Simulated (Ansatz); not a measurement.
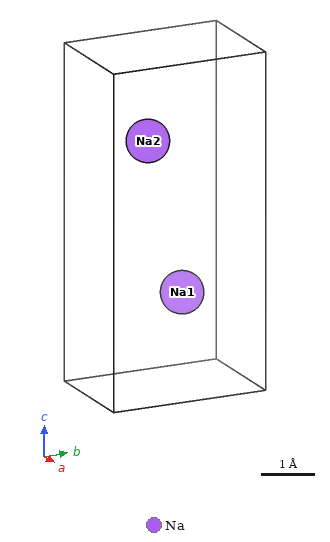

Figure 1. The structure as given in the input (ball-and-stick view of the cell of the calculation, seen slightly off an axis; atoms are numbered from 1 in the order of the input).

**Na: a changed input and its effect**

System: Na (P6₃/mmc, 2 atoms in the cell).
Method of run A: DFT, RPBE, plane waves (420 eV) with PAW, scalar-relativistic, no spin polarisation (Ansatz 0.2.0).

Text and figures count atoms from 1; the logs count them from 0 in places.

**Input, run A**
```yaml
crystal:
  lattice:
    - [3.9713243042, 0.0, 0.0]
    - [-1.9856621521, 3.4392677341, 0.0]
    - [0.0, 0.0, 6.485514106]
  atoms:
    - { symbol: Na, position: [0.3333333333, 0.6666666667, 0.25] }
    - { symbol: Na, position: [0.6666666667, 0.3333333333, 0.75] }
hamiltonian:
  xc: rpbe
  pseudopotentials:
    kind: paw
    azcp:
      Na: "pseudopotentials/Na.paw.azcp"
basis:
  ecutwfc: 420
  fft_grid_basis: typed
kpoints:
  mp_grid: { grid: [11, 11, 6], shift: [0, 0, 0] }
magnetization:
  spin_polarized: false
scf:
  occupations: { method: fermi_dirac, width: 0.1 }
  lower_state_search: "off"
output:
  stress: true
  write_density: true
  write_potential: true
  elf: true
  volumetric_format: npy
```

Hardware: 2 threads of Arm Neoverse V2, 112 GiB of memory available, shared host.

**Output, shortened to warnings, some set-up lines, iterations and results (run A)**
```
Basis set: ecut = 420 eV, 1761 PW (Γ)
Symmetry: 24 space group operations
k-points: 64 of 726
Initial density: superposition of atomic densities (neutral atoms: chi_scale 0, normalization atom), corrected by the library's trained network
[...]
SCF iter   1: F=—  HF=-2978.206138 eV  |F-HF|=—  |Δ(HF+E_count)|=         —  Δρ=2.09e-3  dr2=1.98e-3  ethr=1.77e-3  ⟨swp⟩=4.2  Hψ=4124  notcnv=0
SCF iter   2: F=—  HF=-2978.204827 eV  |F-HF|=—  |Δ(HF+E_count)|=   1.31e-3  Δρ=5.19e-4  dr2=2.92e-4  ethr=1.10e-5  ⟨swp⟩=2.0  Hψ=1884  notcnv=0
SCF iter   3: F=—  HF=-2978.204947 eV  |F-HF|=—  |Δ(HF+E_count)|=   1.20e-4  Δρ=3.00e-4  dr2=1.27e-4  ethr=1.62e-6  ⟨swp⟩=1.0  Hψ=832  notcnv=0
SCF iter   4: F=—  HF=-2978.205002 eV  |F-HF|=—  |Δ(HF+E_count)|=   5.50e-5  Δρ=7.58e-5  dr2=9.97e-6  ethr=7.06e-7  ⟨swp⟩=1.8  Hψ=902  notcnv=0
SCF iter   5: F=—  HF=-2978.205003 eV  |F-HF|=—  |Δ(HF+E_count)|=   8.86e-7  Δρ=1.56e-5  dr2=2.17e-7  ethr=5.54e-8  ⟨swp⟩=2.8  Hψ=1312  notcnv=0
SCF iter   6: F=-2978.205003 eV  HF=-2978.205003 eV  |F-HF|=1.79e-8  |Δ(HF+E_count)|=   2.39e-7  Δρ=4.52e-6  dr2=2.62e-8  ethr=5.56e-10  ⟨swp⟩=7.9  Hψ=5217  notcnv=0
SCF 1 converged in 6 iterations: F = -2978.205003 eV  dr2 = 2.62e-8
SCF converged after 6 iterations
Free energy (F): -2978.205003 eV
Harris-Foulkes:  -2978.205003 eV  (|F-HF|=1.79e-8)
Internal energy: -2978.166727 eV  (E = F + TS)
E sigma→0 (E₀):  -2978.185865 eV
Entropy (-TS):   -0.038276 eV (-19.138 meV/atom)
Fermi energy:    1.153905 eV
--- Per-component energies (eV) ---
  E_band       = -495.257319
  E_kinetic    = 239.757675
  E_local      = -2987.061682  (includes V_loc(G=0)·N_el)
  E_nonlocal   = 229.296897
  E_hartree    = 1099.846189
  E_xc         = -77.042783
  E_vxc        = -98.276703  (∫ρ·V_xc dr)
  E_paw        = -530.802495  (= ΣΔE_a)
  E_vpaw       = -78.661540  (= ΣTr[D̂ρ^β])
  E_aug_tail   = -0.000073  (compensation charges beyond the density's cutoff)
  E_ewald      = -952.110417
  E_core_change = -0.050037  (= ΣΔE_core)
  E_smearing   = -0.038276  (= −TS)
  E_closure    = -0.000000  (closes the sum)
  Σ components = -2978.205003   (vs F -2978.205003, Δ=0.00e0)
--- Stress (GPa, compression-positive) ---
       -0.656791      -0.000000       0.000000
        0.000000      -0.656791      -0.000000
       -0.000000      -0.000000      -0.563013
  P = ⅓ Tr σ = -0.6255 GPa (-6.255 kbar)
```

For run B the input was changed thus:
```diff
-    - [3.9713243042, 0.0, 0.0]
-    - [-1.9856621521, 3.4392677341, 0.0]
-    - [0.0, 0.0, 6.485514106]
+    - [3.7724175543, 0.0, 0.0]
+    - [-1.8862087771, 3.2670094357, 0.0]
+    - [0.0, 0.0, 6.1606822782]
```

Predict how the results change.

With the same functional and potentials, run B lies 8.2 meV per atom lower. The pressure goes from −0.63 to 0.33 GPa. The volume per atom goes from 44.29 to 37.96 Å³. The number of SCF iterations is the same. The plane waves at Γ go from 1761 to 1509.

**Output, shortened to warnings, some set-up lines, iterations and results (run B)**
```
Basis set: ecut = 420 eV, 1509 PW (Γ)
Symmetry: 24 space group operations
k-points: 64 of 726
Initial density: superposition of atomic densities (neutral atoms: chi_scale 0, normalization atom), corrected by the library's trained network
[...]
SCF iter   1: F=—  HF=-2978.222328 eV  |F-HF|=—  |Δ(HF+E_count)|=         —  Δρ=2.24e-3  dr2=1.77e-3  ethr=1.77e-3  ⟨swp⟩=4.2  Hψ=4168  notcnv=0
SCF iter   2: F=—  HF=-2978.221151 eV  |F-HF|=—  |Δ(HF+E_count)|=   1.18e-3  Δρ=5.65e-4  dr2=2.03e-4  ethr=9.85e-6  ⟨swp⟩=2.0  Hψ=1902  notcnv=0
SCF iter   3: F=—  HF=-2978.221288 eV  |F-HF|=—  |Δ(HF+E_count)|=   1.38e-4  Δρ=2.94e-4  dr2=6.97e-5  ethr=1.13e-6  ⟨swp⟩=1.0  Hψ=832  notcnv=0
SCF iter   4: F=—  HF=-2978.221345 eV  |F-HF|=—  |Δ(HF+E_count)|=   5.70e-5  Δρ=5.91e-5  dr2=4.36e-6  ethr=3.87e-7  ⟨swp⟩=1.8  Hψ=904  notcnv=0
SCF iter   5: F=-2978.221345 eV  HF=-2978.221345 eV  |F-HF|=2.84e-8  |Δ(HF+E_count)|=   1.87e-7  Δρ=1.26e-5  dr2=7.12e-8  ethr=2.42e-8  ⟨swp⟩=2.8  Hψ=1424  notcnv=0
SCF iter   6: F=-2978.221345 eV  HF=-2978.221345 eV  |F-HF|=3.65e-9  |Δ(HF+E_count)|=   3.40e-8  Δρ=2.39e-6  dr2=4.50e-9  ethr=3.96e-10  ⟨swp⟩=5.0  Hψ=4726  notcnv=0
SCF 1 converged in 6 iterations: F = -2978.221345 eV  dr2 = 4.50e-9
SCF converged after 6 iterations
Free energy (F): -2978.221345 eV
Harris-Foulkes:  -2978.221345 eV  (|F-HF|=3.65e-9)
Internal energy: -2978.185595 eV  (E = F + TS)
E sigma→0 (E₀):  -2978.203470 eV
Entropy (-TS):   -0.035750 eV (-17.875 meV/atom)
Fermi energy:    1.762383 eV
--- Per-component energies (eV) ---
  E_band       = -482.575389
  E_kinetic    = 240.424253
  E_local      = -2899.889585  (includes V_loc(G=0)·N_el)
  E_nonlocal   = 229.490619
  E_hartree    = 1062.405052
  E_xc         = -77.461551
  E_vxc        = -98.831543  (∫ρ·V_xc dr)
  E_paw        = -530.792318  (= ΣΔE_a)
  E_vpaw       = -78.578970  (= ΣTr[D̂ρ^β])
  E_aug_tail   = -0.000067  (compensation charges beyond the density's cutoff)
  E_ewald      = -1002.311962
  E_core_change = -0.050037  (= ΣΔE_core)
  E_smearing   = -0.035750  (= −TS)
  E_closure    = -0.000000  (closes the sum)
  Σ components = -2978.221345   (vs F -2978.221345, Δ=0.00e0)
--- Stress (GPa, compression-positive) ---
        0.279619      -0.000000       0.000000
       -0.000000       0.279619       0.000000
        0.000000       0.000000       0.424210
  P = ⅓ Tr σ = 0.3278 GPa (3.278 kbar)
```

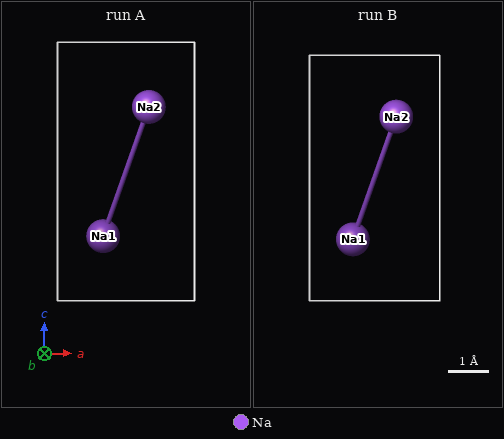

Figure 2. The two input geometries at one scale (ball-and-stick view of the cell of the calculation, along the b axis). The atoms keep their places relative to the cell (all moves are under 0.005 Å). The drawn cell changes as follows: a = b 3.971 → 3.772 Å (−5.0 %), c 6.486 → 6.161 Å (−5.0 %); the volume changes by −14.3 %. Among the contacts that change: Na1–Na1 3.971 → 3.772 Å.

**The two runs side by side**

| quantity | run A | run B |
| --- | --- | --- |
| outcome | converged | converged |
| free energy per atom (eV) | −1489.1025 | −1489.1107 |
| energy per atom, smearing taken to zero (eV) | −1489.0929 | −1489.1017 |
| pressure (GPa) | −0.63 | 0.33 |
| volume per atom (Å³) | 44.29 | 37.96 |
| SCF iterations | 6 | 6 |
| irreducible k-points | 64 | 64 |
| plane waves at Γ | 1761 | 1509 |
| wall time (shared host) | 1.9 s | 1.7 s |
